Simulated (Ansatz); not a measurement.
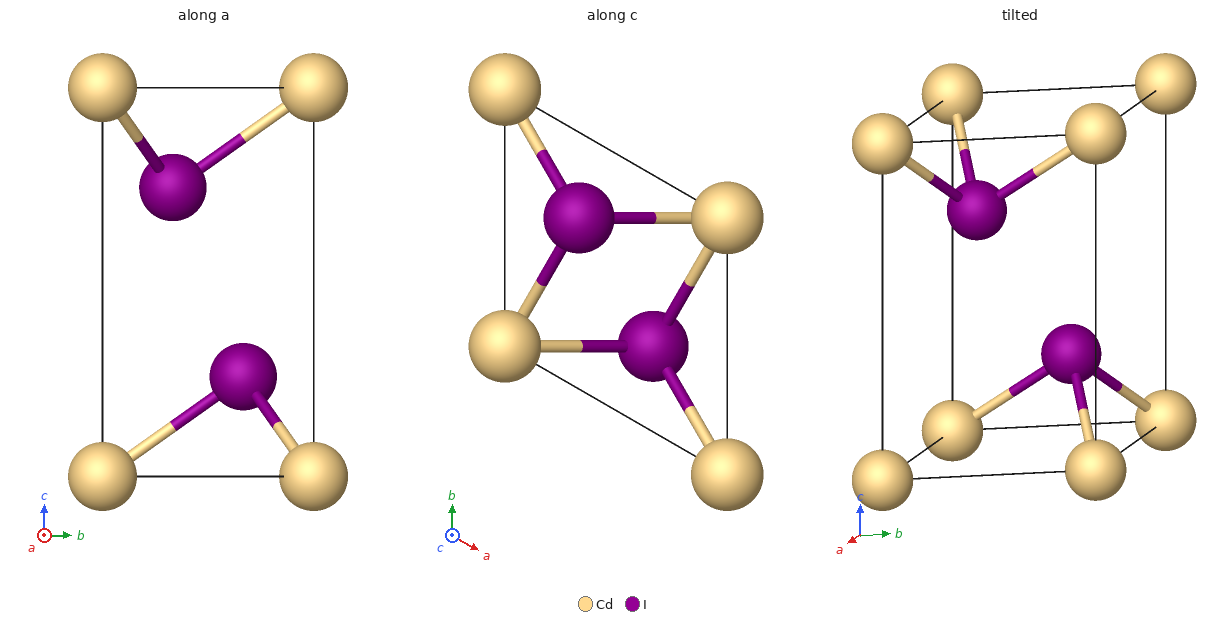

This ball-and-stick model is shown along the a axis, along the c axis and slightly off an axis. The conventional unit cell is drawn as a box. Cell: a = 4.203 Å, b = 4.203 Å, c = 6.704 Å, α = 90.00°, β = 90.00°, γ = 120.00°.

- The stoichiometry is CdI2.
- Space group: P-3m1 (No. 164). Lattice: primitive hexagonal.
- Its structure type: cadmium iodide (CdI₂, 1T) type.
- Counting shared atoms by their share gives 1 Cd, 2 I, or 3 atoms.
- The coordination shell of Cd holds six I in an octahedral arrangement at about 3.0 Å. Each I atom has three Cd in a trigonal pyramidal arrangement at about 3.0 Å around it.
- The bonds build CdI2 layers parallel to (001).

It goes back to a structure listed in the Materials Project. It was relaxed with DFT r2SCAN, scalar-relativistic, plane waves, PAW (Ansatz) under a constraint or pressure on the cell, so some stress remains.
